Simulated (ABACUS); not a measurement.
System: Bi, space group P2/m (No. 10).

Input file:
```
INPUT_PARAMETERS
suffix              Bi
calculation         scf
basis_type          pw
pseudo_dir          ./
symmetry            1
dft_functional      pbesol
ecutwfc             66
pseudo_rcut         7
nspin               1
nbands              19
ks_solver           dav
smearing_method     fd
smearing_sigma      0.00367493
scf_thr             1e-08
scf_nmax            100
mixing_type         broyden
mixing_beta         0.7
cal_force           1
cal_stress          1
kpar                4
```

Launched with:
```bash
OMP_NUM_THREADS=1 mpirun -np 4 abacus > log
```

Method: DFT in plane waves or numerical atomic orbitals with pseudopotentials, no spin polarisation; energies at scaled volumes of the given cell, shape and fractions fixed, counted from the fit's minimum, third-order Birch-Murnaghan fit (ABACUS 3.10.1). Level: PBEsol.

```csv
setting,value
k mesh,8×8×4
occupations,Fermi–Dirac
smearing width,0.05 eV
potentials,PseudoDojo NC SR 0.4.1 PBEsol standard
wave cutoff,898 eV
density cutoff,3592 eV
program settings,basis pw
```

Describe the result: the energy and pressure against volume. The volume takes the values 31.60, 32.27, 32.94, 33.61, 34.29, 34.96, 35.63 Å³/atom.

A third-order Birch–Murnaghan fit gives V0 = 33.36 Å³/atom, B0 = 53.9 GPa and B′ = 4.7. The energy is 17.45 meV/atom at volume 31.60 Å³/atom and 22.86 meV/atom at 35.63 Å³/atom; the lowest computed point is at volume 33.61 Å³/atom (0.31 meV/atom), and no other minimum shows. The pressure falls from 3.29 GPa at volume 31.60 Å³/atom to −3.07 GPa at 35.63 Å³/atom, and changes sign near 33.35 Å³/atom.

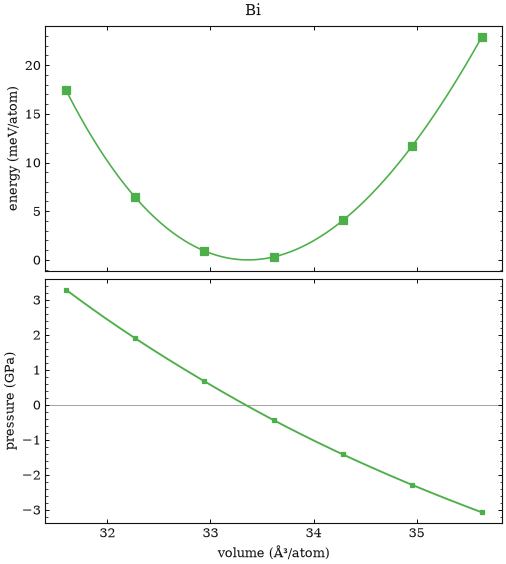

Limits of the calculation: spin-orbit coupling left out, heavy elements; shape and atomic fractions are frozen while scaling, which makes layered, chain and framework solids too stiff.
